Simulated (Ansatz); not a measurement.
# BaIBr (Pnma): band gap by G0W0 on PBEsol, part 2 of 2

Aim: the quasiparticle gap of BaIBr (Pnma), starting from PBEsol.

Ansatz 0.2.0; PBEsol, then G0W0 on it, plane waves, PAW. Known limits of the many-body steps: finite bands, screening cutoff and k mesh; no spin-orbit coupling in G0W0; screening cutoff under 40 eV in some runs.

So far. Step 2 (Bands along the symmetry lines): Over mesh and path the gap is 3.426 eV, direct, at k = Γ.

In doubt: masses and optical values from hybrid runs of this build are listed as unsure (in some of the runs), which bears on the screening that GW takes from such a start.

### 3. The quasiparticle correction

G0W0 replaces the xc potential by a self-energy built once from the orbitals of the start. Levels are corrected in the window of bands that the input names, at points of the mesh.

This step: G0W0 on PBEsol, plane waves, PAW.

Contents of input.yaml:

```yaml
crystal:
  lattice:
    - [8.81446039, 0.0, 0.0]
    - [0.0, 5.12429103, 0.0]
    - [0.0, 0.0, 10.19167839]
  atoms:
    - { symbol: Ba, position: [0.72882454, 0.25, 0.37513703] }
    - { symbol: Ba, position: [0.27117546, 0.75, 0.62486297] }
    - { symbol: Ba, position: [0.77117546, 0.75, 0.87513703] }
    - { symbol: Ba, position: [0.22882454, 0.25, 0.12486297] }
    - { symbol: I, position: [0.47161056, 0.25, 0.83177655] }
    - { symbol: I, position: [0.52838944, 0.75, 0.16822345] }
    - { symbol: I, position: [0.02838944, 0.75, 0.33177655] }
    - { symbol: I, position: [0.97161056, 0.25, 0.66822345] }
    - { symbol: Br, position: [0.8564719, 0.25, 0.06668585] }
    - { symbol: Br, position: [0.1435281, 0.75, 0.93331415] }
    - { symbol: Br, position: [0.6435281, 0.75, 0.56668585] }
    - { symbol: Br, position: [0.3564719, 0.25, 0.43331415] }
kpoints:
  mp_grid: { grid: [2, 4, 2] }
hamiltonian:
  xc: pbesol
scf:
  occupations: { method: fixed }
gw:
  n_empty_bands: 1045
  ecut_chi: 100.0
  qp_bands: [v4, c4]
  qp_kpoints: band_edges
  screening: { model: contour_deformation }
```

Run with:

```
$ ansatz run input.yaml --threads 3 --pin off --max-ram 92160MiB --backend cuda --events-out ev --progress --plain --runs-dir out --devices 1 --max-vram 13GiB
```

Numbers of over 12 decimals in the logs are rounded to 6 here.

The log of the run:

```text
GPUs: using 1 of 1 available (devices: 1).
[...]
GPU FFT provider: cuFFT
GPU libraries: cuBLAS 13.8.2, cuFFT 12.4.0, cuSOLVER 12.3.4
Crystal: 12 atoms, lattice volume = 460.336 Å³
Basis set: ecut = 420 eV, 8947 PW (Γ)
Bands: 82, of which v1, the nominal top of the filled ones, is band 68 counted from 1 (67 counted from 0)
Symmetry: 8 space group operations
[...]
k-points: 12 of 16
[...]
GPU buffer pool allocated for 155520 grid points (all kernels)
[...]
SCF iter   1: F=—  HF=-64150.224709 eV  |F-HF|=—  |Δ(HF+E_count)|=         —  Δρ=2.04e-3  dr2=2.70e-2  ethr=1.77e-3  ⟨swp⟩=8.5  Hψ=4318  notcnv=0  defer=134
[...]
SCF iter   6: F=-64150.224443 eV  HF=-64150.224443 eV  |F-HF|=3.40e-8  |Δ(HF+E_count)|=   6.05e-7  Δρ=2.03e-6  dr2=2.46e-8  ethr=7.35e-11  ⟨swp⟩=18.2  Hψ=6380  notcnv=0
SCF 1 converged in 6 iterations: F = -64150.224443 eV  dr2 = 2.46e-8
[...]
NSCF: frozen V_eff on 12 k-points
the band table was solved once the SCF had ended and its energy, with any forces and stress, was formed, with the checks that follow a solve (4418 applications of the Hamiltonian). They found nothing against the state; the energy, forces and stress were not computed again (output.eigenvalues in the input reference)
[...]
G₀W₀ screening: q 1/12
[... further progress lines ...]
SCF converged after 6 iterations
Free energy (F): -64150.224443 eV
[...]
Internal energy: -64150.224443 eV  (E = F + TS)
E sigma→0 (E₀):  -64150.224443 eV
Fermi energy:    4.916338 eV
[...]
--- Band table (eV; the first three rows and the last of 12) ---
  k-point 0: bands = [... 64 lower, 4.5989, 4.7335, 4.7886, 4.9163, 8.3422, 8.9126, 8.9464, 9.0954, ... 10 higher]
  k-point 1: bands = [... 64 lower, 4.5100, 4.5100, 4.6709, 4.6709, 8.8052, 8.8052, 9.0748, 9.0748, ... 10 higher]
  k-point 2: bands = [... 64 lower, 4.3582, 4.4615, 4.5454, 4.7054, 8.9014, 9.3090, 9.4642, 9.6222, ... 10 higher]
  k-point 11: bands = [... 64 lower, 4.5344, 4.5344, 4.5344, 4.5344, 9.8385, 9.8385, 9.8385, 9.8385, ... 10 higher]
--- G₀W₀: contour deformation, 6 samples at zero and on the imaginary axis and 1 off it, 16 q-points, 1045 empty bands' worth ---
  eigenvalues of the whole cell's RPA ε∞ on this k-mesh (on a slab, of 1 + 4πα/V) = 3.8274, 3.8371, 3.8375; static W/v taken at q = 0 is 0.260808
  bands read: the sum over 1113 bands ends inside a degenerate multiplet in 10 slots, whose members it reads at an even weight; the widest, k=10: bands 1113 to 1116 (counted from 1) at 1/4 each
  gw.qp_kpoints: band_edges: 12 of 12 stored k-points solved, in 1 pass; an edge of the gap read off the rows below is read off those points alone
    ik  band        ε_KS         Σx   Σc(E_QP)       V_xc       Z   E_QP_lin       E_QP  E_QP is
     0    65      4.5989   -17.4836     1.8545   -14.5324  0.7863     3.4854     3.5023  root
     0    66      4.7335   -18.2003     1.8932   -15.2198  0.7881     3.6304     3.6463  root
     0    67      4.7886   -18.2784     1.9151   -15.2780  0.7877     3.6875     3.7033  root
     0    68      4.9163   -18.0505     1.8357   -15.1400  0.7888     3.8262     3.8416  root
     0    69      8.3422    -5.0541    -3.6035    -9.2998  0.8221     8.9888     8.9844  root
     0    70      8.9126    -5.9215    -3.6788   -10.2940  0.8272     9.6112     9.6063  root
     0    71      8.9464    -5.5592    -3.7468   -10.0210  0.8182     9.6673     9.6614  root
     0    72      9.0954    -5.4262    -3.7580    -9.8882  0.8178     9.8052     9.7994  root
     1    65      4.5100   -17.8192     1.9158   -14.8000  0.7863     3.3895     3.4066  root
     1    66      4.5100   -17.8192     1.9158   -14.8000  0.7863     3.3895     3.4066  root
     1    67      4.6709   -18.1607     1.9405   -15.1243  0.7867     3.5585     3.5750  root
     1    68      4.6709   -18.1607     1.9405   -15.1243  0.7867     3.5585     3.5750  root
     1    69      8.8052    -5.4321    -3.7277    -9.8569  0.8177     9.5078     9.5023  root
     1    70      8.8052    -5.4321    -3.7277    -9.8569  0.8177     9.5078     9.5023  root
     1    71      9.0748    -5.4500    -3.7648    -9.9287  0.8175     9.7945     9.7886  root
     1    72      9.0748    -5.4500    -3.7648    -9.9287  0.8175     9.7945     9.7886  root
     2    65      4.3582   -18.1089     2.0692   -14.9215  0.7834     3.2219     3.2400  root
     2    66      4.4615   -17.1034     1.8373   -14.1601  0.7857     3.3379     3.3555  root
     2    67      4.5454   -17.7694     1.9147   -14.7528  0.7861     3.4265     3.4436  root
     2    68      4.7054   -17.5976     1.8513   -14.6542  0.7870     3.5967     3.6134  root
     2    69      8.9014    -5.4467    -3.7534    -9.9093  0.8179     9.6163     9.6105  root
     2    70      9.3090    -5.8070    -3.9272   -10.5251  0.8139    10.1076    10.0999  root
     2    71      9.4642    -5.8614    -3.9208   -10.5757  0.8133    10.2655    10.2576  root
     2    72      9.6222    -5.9819    -3.9234   -10.7151  0.8143    10.4400    10.4319  root
     3    65      4.4817   -17.7271     1.9393   -14.6790  0.7853     3.3555     3.3731  root
     3    66      4.4817   -17.7271     1.9393   -14.6790  0.7853     3.3555     3.3731  root
     3    67      4.7280   -17.9182     1.8738   -14.9555  0.7875     3.6229     3.6391  root
     3    68      4.7280   -17.9182     1.8738   -14.9555  0.7875     3.6229     3.6391  root
     3    69      9.2295    -5.6746    -3.8556   -10.2880  0.8151     9.9944     9.9875  root
     3    70      9.2295    -5.6746    -3.8556   -10.2880  0.8151     9.9944     9.9875  root
     3    71      9.5058    -5.8990    -3.9262   -10.6276  0.8136    10.3162    10.3082  root
     3    72      9.5058    -5.8990    -3.9262   -10.6276  0.8136    10.3162    10.3082  root
     4    65      4.3665   -17.2577     1.9022   -14.2358  0.7850     3.2284     3.2469  root
     4    66      4.3665   -17.2577     1.9022   -14.2358  0.7850     3.2284     3.2469  root
     4    67      4.5024   -17.9406     2.0042   -14.8243  0.7844     3.3727     3.3904  root
     4    68      4.5024   -17.9406     2.0042   -14.8243  0.7844     3.3727     3.3904  root
     4    69      9.4905    -6.0400    -3.8900   -10.7273  0.8148    10.2954    10.2878  root
     4    70      9.4905    -6.0400    -3.8900   -10.7273  0.8148    10.2954    10.2878  root
     4    71      9.6390    -5.9687    -3.9105   -10.6839  0.8143    10.4517    10.4438  root
     4    72      9.6390    -5.9687    -3.9105   -10.6839  0.8143    10.4517    10.4438  root
[...]
10    69      9.7221    -6.1607    -3.9726   -10.9653  0.8122    10.5627    10.5540  root
    10    70      9.7221    -6.1607    -3.9726   -10.9653  0.8122    10.5627    10.5540  root
    10    71      9.7221    -6.1607    -3.9726   -10.9653  0.8122    10.5627    10.5540  root
    10    72      9.7221    -6.1607    -3.9726   -10.9653  0.8122    10.5627    10.5540  root
    11    65      4.5344   -17.7227     1.9296   -14.6901  0.7856     3.4141     3.4313  root
    11    66      4.5344   -17.7227     1.9296   -14.6901  0.7856     3.4141     3.4313  root
    11    67      4.5344   -17.7227     1.9296   -14.6901  0.7856     3.4141     3.4313  root
    11    68      4.5344   -17.7227     1.9296   -14.6901  0.7856     3.4141     3.4313  root
    11    69      9.8385    -6.1927    -3.9826   -11.0124  0.8113    10.6846    10.6756  root
    11    70      9.8385    -6.1927    -3.9826   -11.0124  0.8113    10.6846    10.6756  root
    11    71      9.8385    -6.1927    -3.9826   -11.0124  0.8113    10.6846    10.6756  root
    11    72      9.8385    -6.1927    -3.9826   -11.0124  0.8113    10.6846    10.6756  root
```

Wall time 95 s (1 × NVIDIA H100 80GB HBM3 (shared by 6 runs) with 3 threads of AMD EPYC 7R13 (Zen 3), shared host); peak memory 5.2 GiB; 3 min of CPU time.

This step gave:

```yaml
bands_summed: 1113
rpa_eps_infinity_on_this_mesh_eigenvalues: 3.827, 3.837, 3.838
plane_waves_in_the_screening_matrix: 1035
q_points_in_the_mesh: 16
g0w0_gap_over_the_corrected_points: 5.143 eV
k_of_the_valence_top: 0, 0, 0
k_of_the_conduction_bottom: 0, 0, 0
starting_gap_on_the_mesh: 3.426 eV
z_at_the_valence_top: 0.7888
z_at_the_conduction_bottom: 0.8221
least_direct_g0w0_gap_over_the_corrected_points: 5.143 eV
```

Over all 12 irreducible mesh points the G0W0 gap is 5.143 eV, direct, at k = Γ. The PBEsol gap of this run on the mesh is 3.426 eV. The two states that bound the G0W0 gap lie that far apart at the start, so the correction of the gap is 5.143 − 3.426 = +1.717 eV. The start of this run differs from the step before in mesh (4×4×2 and 2×4×2).

Labels follow the order of the start: v1 is the top filled band, c1 the lowest empty one; levels that stay degenerate share a row, the window can cut a multiplet, doubted levels are not marked in this list, bands outside the window were not corrected, and the list may be a part of the corrected levels. Levels before and after the correction, in eV, zero at the valence-band top of each column:

```tsv
	conduction bottom	valence top
Kohn-Sham	3.43	0.00
G0W0	5.14	0.00
```

```tsv
	level	occupation	energy (eV)
Kohn-Sham	Γ v4	2	-0.317
Kohn-Sham	Γ v3	2	-0.183
Kohn-Sham	Γ v2	2	-0.128
Kohn-Sham	Γ v1	2	0.000
Kohn-Sham	Γ c1	0	3.426
Kohn-Sham	Γ c2	0	3.996
Kohn-Sham	Γ c3	0	4.030
Kohn-Sham	Γ c4	0	4.179
G0W0	Γ v4	2	-0.339
G0W0	Γ v3	2	-0.195
G0W0	Γ v2	2	-0.138
G0W0	Γ v1	2	0.000
G0W0	Γ c1	0	5.143
G0W0	Γ c2	0	5.765
G0W0	Γ c3	0	5.820
G0W0	Γ c4	0	5.958
```

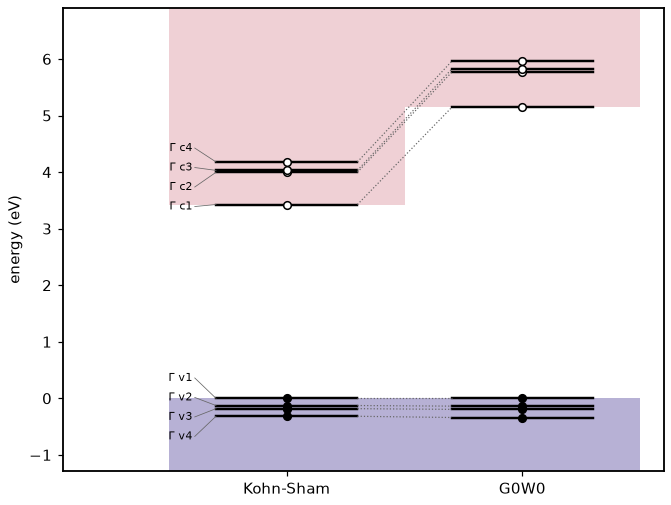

Levels before and after the correction. Shaded: valence and conduction bands. Filled marks are occupied levels, open marks empty ones.

The parts of the quasiparticle energy for the two states that bound the G0W0 gap, in eV on the run's own scale (QP = start + Σx + Σc − Vxc, with Σc at the quasiparticle energy):

```tsv
edge	k	band	start	Σx	Σc	Vxc	Z	QP
valence top	Γ	68	4.916	−18.050	1.836	−15.140	0.789	3.842
conduction bottom	Γ	69	8.342	−5.054	−3.603	−9.300	0.822	8.984
```

### 4. Spin-orbit coupling

This run has two-component orbitals with spin-orbit coupling.

This step: DFT, PBEsol with spin-orbit coupling, plane waves, PAW.

input.yaml, the sections that differ from step 3:

```yaml
kpoints:
  mp_grid: { grid: [4, 4, 2] }
  band_path:
    path:
      - [0.0, 0.0, 0.0]
      - [0.5, 0.0, 0.0]
      - [0.5, 0.5, 0.0]
      - [0.0, 0.5, 0.0]
      - [0.0, 0.0, 0.5]
      - [0.5, 0.0, 0.5]
      - [0.5, 0.5, 0.5]
      - [0.0, 0.5, 0.5]
    npoints: 1
scf:
  occupations: { method: fixed }
  n_extra_bands: 16
magnetization:
  noncollinear: true
  spin_orbit: true
output:
  eigenvalues: true
  forces: true
  stress: true
# crystal, hamiltonian: as in step 3
# gw: removed
```

The log of the run:

```text
[...]
GPUs: using 1 of 1 available (devices: 1).
[...]
non-collinear run that drives no moment, with spin-orbit: no starting moment large enough to seed its density (crystal.atoms[].spin), no starting occupations that ask for one, no magnetisation constraint and no magnetic field, so the semilocal B_xc is pinned to zero
[...]
GPU FFT provider: cuFFT
GPU libraries: cuBLAS 13.8.2, cuFFT 12.4.0, cuSOLVER 12.3.4
Crystal: 12 atoms, lattice volume = 460.336 Å³
Basis set: ecut = 420 eV, 8947 PW (Γ), exchange–correlation on 120×72×144 points (8 copies of the dense FFT grid, shifted against one another)
Bands: 152, of which v1, the nominal top of the filled ones, is band 136 counted from 1 (135 counted from 0)
Symmetry: 8 space group operations + 8 with time reversal
[...]
k-points: 18 of 32
Projection manifold: j_resolved (fully-relativistic pseudo-atomic orbitals)
[...]
GPU buffer pool allocated for 155520 grid points (all kernels)
[...]
SCF iter   1: F=—  HF=-64188.734870 eV  |F-HF|=—  |Δ(HF+E_count)|=         —  Δρ=3.65e-2  dr2=1.77e1  dr2_m=0.00e0 (ungated)  ethr=3.10e-3  |M|=0.00e0 ∫|m|=0.00e0 μB  |m|>n=0.0e0 m-floor=0.0e0 τ_xc=0.0e0  β_m=0.30  ⟨swp⟩=13.9  Hψ=7524  notcnv=0  defer=240
[...]
spin=Noncollinear: Resta preconditioning applied to the charge; magnetization (m_x, m_y, m_z) channels mix plain (no charge-response kernel on spin).
[...]
site 10: m = (+0.0000, +0.0000, +0.0000) μB, |m| = 0.0000 μB  (R = 1.36 Å)
  site 11: m = (+0.0000, +0.0000, +0.0000) μB, |m| = 0.0000 μB  (R = 1.36 Å)
Free energy (F): -64182.172140 eV
[...]
Internal energy: -64182.172140 eV  (E = F + TS)
E sigma→0 (E₀):  -64182.172140 eV
Fermi energy:    5.183498 eV
[...]
--- Forces (eV/Å), atoms counted from 1 ---
  atom   1  Ba    -0.02955745     0.00000000     0.03368469
  atom   2  Ba     0.02955745    -0.00000000    -0.03368469
  atom   3  Ba     0.02955745    -0.00000000     0.03368469
  atom   4  Ba    -0.02955745    -0.00000000    -0.03368469
  atom   5  I     -0.00311560    -0.00000000    -0.00119708
  atom   6  I      0.00311560     0.00000000     0.00119708
  atom   7  I      0.00311560    -0.00000000    -0.00119708
  atom   8  I     -0.00311560     0.00000000     0.00119708
  atom   9  Br     0.01148125    -0.00000000    -0.01286336
  atom  10  Br    -0.01148125     0.00000000     0.01286336
  atom  11  Br    -0.01148125     0.00000000    -0.01286336
  atom  12  Br     0.01148125    -0.00000000     0.01286336
  max |Σ_I F_I| component: 5.20e-18 eV/Å
--- Stress (GPa, compression-positive) ---
       -1.713190       0.000000      -0.000000
        0.000000      -1.749432      -0.000000
       -0.000000      -0.000000      -1.812882
  P = ⅓ Tr σ = -1.7585 GPa (-17.585 kbar)
--- Band table (eV; the first three rows and the last of 18) ---
  k-point 0: bands = [... 132 lower, 5.0645, 5.0645, 5.1835, 5.1835, 8.3416, 8.3416, 8.9149, 8.9149, ... 12 higher]
  k-point 1: bands = [... 132 lower, 4.8949, 4.8949, 4.8949, 4.8949, 8.8040, 8.8040, 8.8040, 8.8040, ... 12 higher]
  k-point 2: bands = [... 132 lower, 4.6469, 4.6469, 4.9317, 4.9317, 8.9012, 8.9012, 9.3086, 9.3086, ... 12 higher]
  k-point 17: bands = [... 132 lower, 4.6665, 4.6665, 4.6665, 4.6665, 9.8224, 9.8224, 9.8224, 9.8224, ... 12 higher]
[key lines of the parts left out:]
SCF converged after 9 iterations
Magnetization: |M| = 0.0000 μB,  M = (+0.0000, +0.0000, +0.0000) μB
```

Elapsed: 16 s, on 1 × NVIDIA H100 80GB HBM3 (shared by 6 runs) with 3 threads; peak memory 1.5 GiB.

This step gave:

```
pressure             : -1.759 GPa
gap                  : 3.158 eV
valence top at       : Γ
conduction bottom at : Γ
least direct gap     : 3.158 eV
```

Over mesh and listed points the gap is 3.158 eV, direct, at k = Γ. PBEsol+SOC against PBEsol: 3.158 − 3.426 = −0.268 eV, with the same mesh, set of files (read in its fully relativistic form for the spin-orbit run) and cutoff, and both edges at the same k points. The spin-orbit run sees mesh and listed points alone, so its gap is an upper bound: the coupling can move an edge off these points, and the change over the zone, its sign included where it is small, is not known.

### 5. The runs together

Each gap is the least one over the points named; times are wall times on shared hosts, not benchmarks. A G0W0 time includes the run's own self-consistent start. Runs with listed points see these and the mesh alone, so an edge that moves elsewhere is missed. Rows marked * are further runs, not shown as steps, whose inputs differ from the G0W0 step on the same start in the columns given; solver thresholds can differ too.

```tsv
level	mesh	files, cutoff	bands summed, screening	points	gap (eV)	valence top	conduction bottom	least direct gap (eV)	time
PBEsol	4×4×2	soft_2 PAW, 420 eV	-	mesh and path	3.426	Γ	Γ	3.426	21 s
PBEsol+SOC	4×4×2	soft_2 PAW, 420 eV	-	mesh and listed points	3.158	Γ	Γ	3.158	16 s
G0W0@PBEsol*	2×4×2	soft_2 PAW, 420 eV	239, 30 eV	all 12 irreducible mesh points	4.891	Γ	Γ	4.891	34 s
G0W0@PBEsol*	2×4×2	soft_2 PAW, 420 eV	553, 60 eV	all 12 irreducible mesh points	4.973	Γ	Γ	4.973	54 s
G0W0@PBEsol	2×4×2	soft_2 PAW, 420 eV	1113, 100 eV	all 12 irreducible mesh points	5.143	Γ	Γ	5.143	95 s
G0W0@PBEsol*	2×2×2	soft_2 PAW, 420 eV	553, 60 eV	all 8 irreducible mesh points	4.950	Γ	Γ	4.950	36 s
G0W0@PBEsol*	2×4×2	soft_2 PAW, 420 eV	1113, 100 eV, plasmon pole	all 12 irreducible mesh points	5.140	Γ	Γ	5.140	3.1 min
```

### 6. Outcome

| Quantity | Value |
| --- | --- |
| PBEsol gap over mesh and path | 3.426 eV, direct, at k = Γ |
| G0W0@PBEsol gap over all 12 irreducible mesh points | 5.143 eV, direct, at k = Γ |
| PBEsol+SOC gap over mesh and listed points | 3.158 eV |
| GW settings | 2×4×2 mesh, 1045 empty bands, screening to 100 eV |
| known limits | finite bands, screening cutoff and k mesh; no spin-orbit coupling in G0W0; screening cutoff under 40 eV in some runs |

What this shows: Over all 12 irreducible mesh points the G0W0 gap is 5.143 eV, direct, at k = Γ. The PBEsol gap of this run on the mesh is 3.426 eV. The two states that bound the G0W0 gap lie that far apart at the start, so the correction of the gap is 5.143 − 3.426 = +1.717 eV. The valence state moves by 3.842 − 4.916 = −1.074 eV and the conduction state by 8.984 − 8.342 = +0.642 eV, on the run's own scale; with 239 bands the edge states move by −0.385 and +1.080 eV, so the split between the edges depends on the bands and cutoff. Both edges that PBEsol shows over mesh and path lie at k points where levels were corrected. Levels at other points were not corrected, so a lower G0W0 gap elsewhere in the zone is not ruled out. From 239 bands and 30 eV to 1113 bands and 100 eV the gap moves by 5.143 − 4.891 = +0.252 eV (rung by rung 4.891, 4.973, 5.143 eV); bands and screening cutoff rise together, so their parts are not told apart. A line in one over the bands through the two highest rungs gives 5.143 + (5.143 − 4.973) × 553 / (1113 − 553) = 5.311 eV, and through the pair below 4.973 + (4.973 − 4.891) × 239 / (553 − 239) = 5.035 eV. The two differ by 0.276 eV, not under the 0.030 eV asked, so the law does not hold well over these rungs and the limit is not known. With the 2×2×2 mesh in place of the 2×4×2 mesh and all else as in the G0W0@PBEsol row with 553 bands, the gap differs by 4.950 − 4.973 = −0.023 eV, and that of the start by 3.423 − 3.426 = −0.003 eV. With the plasmon pole model in place of the contour deformation model and all else as in the G0W0@PBEsol row with 1113 bands, the gap differs by 5.140 − 5.143 = −0.003 eV. G0W0 on other starts in this series, not shown as steps and not all at these settings: 5.469 eV on r2SCAN (2×4×2, soft_2 PAW, 1113 bands, 100 eV) and 5.613 eV on HSE06 (2×4×2, soft_2 PAW, 1113 bands, 100 eV). PBEsol+SOC against PBEsol: 3.158 − 3.426 = −0.268 eV, with the same mesh, set of files (read in its fully relativistic form for the spin-orbit run) and cutoff, and both edges at the same k points. The spin-orbit run sees mesh and listed points alone, so its gap is an upper bound: the coupling can move an edge off these points, and the change over the zone, its sign included where it is small, is not known. What spin-orbit coupling does to the G0W0 levels was not computed, so no sum with the G0W0 gap is formed. The G0W0 runs are scalar-relativistic. G0W0@PBEsol runs of this series with other atomic data on the same mesh, not shown as steps, give 5.226 eV (hard PAW, 680 eV, 1637 bands, screening to 130 eV); where bands and cutoffs differ too, the part of the files is not isolated. A screening cutoff under 40 eV is crude: G0W0@PBEsol with 239 bands at 30 eV.

[Paths, hosts, dates, memory and timing lines, banners, echoed tables and standing remarks are left out of the program output.]

[Logs are printed without paths, hosts, clocks, repeated set-up lines and the standing remarks that a program may print on its own settings, such as how far it seeks lower states.]

[Runs of the session that timed out or met a known fault of the program may be left out.]

[Cells called generated may have been cut or substituted from an entry of the Crystallography Open Database or the Materials Project.]

[Hosts, paths, dates, database ids (printed as entryN), source tags and the programs' standing remarks are cut or masked in the printed files.]

[Where an RPA ε∞ is given, it is that of the G0W0 mesh and is not shown converged in it. Names of k-points follow the symmetry that the program found, which can be lower than the space group named. Band edges on a path are those of the sampled points; other points can move an edge, and change direct to indirect where valleys lie close.]

[Hybrid gaps are those of their k-mesh and are not shown converged in it.]
